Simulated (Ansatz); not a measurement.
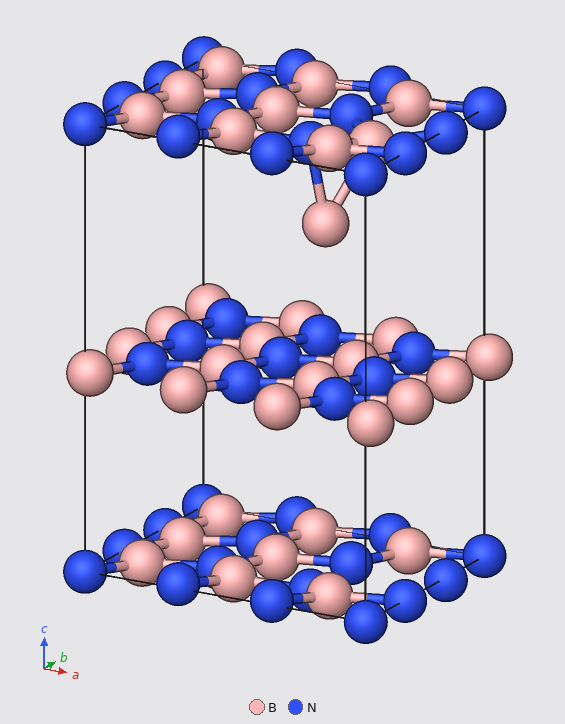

The image is a ball-and-stick drawing of a crystal, viewed slightly off an axis. The parallelepiped is the simulation cell. Cell: a = 7.537 Å, b = 7.537 Å, c = 8.343 Å, α = 90.00°, β = 90.00°, γ = 120.00°.

- The solid is B₁₉N₁₈.
- The structure is triclinic, space group P1.
- Content of the cell: 19 B, 18 N (Z = 1).
- The bonds build BN and B10N9 layers parallel to (001).

The structure was taken from a structure listed in the Materials Project, repeated into a supercell with a point defect put in. The atoms were relaxed in a fixed cell with DFT PBE, scalar-relativistic, plane waves, PAW in Ansatz.
